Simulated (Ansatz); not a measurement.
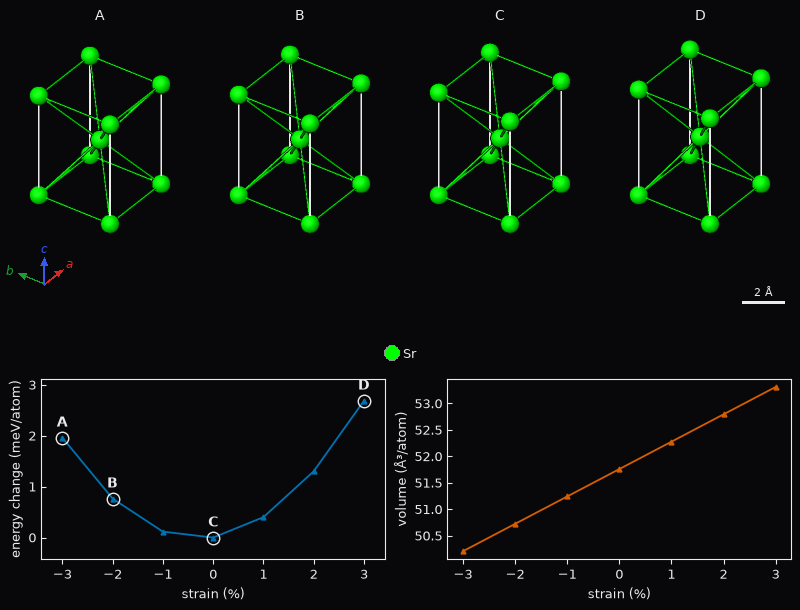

Members of a series of calculations on crystalline Sr (set up in Fm-3m), marked on the first curve. The picture is a ball-and-stick view of the cell of the calculation, seen from a free direction.

Theory: DFT PBEsol, scalar-relativistic, plane waves, PAW in Ansatz. (plane-wave cutoff 420 eV; k-point mesh 12 × 12 × 10; occupations gaussian; smearing width 0.1 eV; no spin polarisation)

Which kind of strain is it, and how does the structure respond?

Answer. Strain along c alone, the other axes held, atoms relaxed. A (strain −3.0 %): energy change 2.0 meV/atom, volume 50.21 Å³ per atom. B (strain −2.0 %): energy change 0.8 meV/atom, volume 50.72 Å³ per atom. C (strain 0.0 %): energy change 0.0 meV/atom, volume 51.76 Å³ per atom. D (strain 3.0 %): energy change 2.7 meV/atom, volume 53.31 Å³ per atom. The rest compares A with D. The drawn cell changes as follows: a = b unchanged at 4.183 Å, c 5.738 → 6.093 Å (+6.2 %); the volume changes by +6.2 %. Some distances before and after: Sr–Sr 4.121 → 4.246 Å.
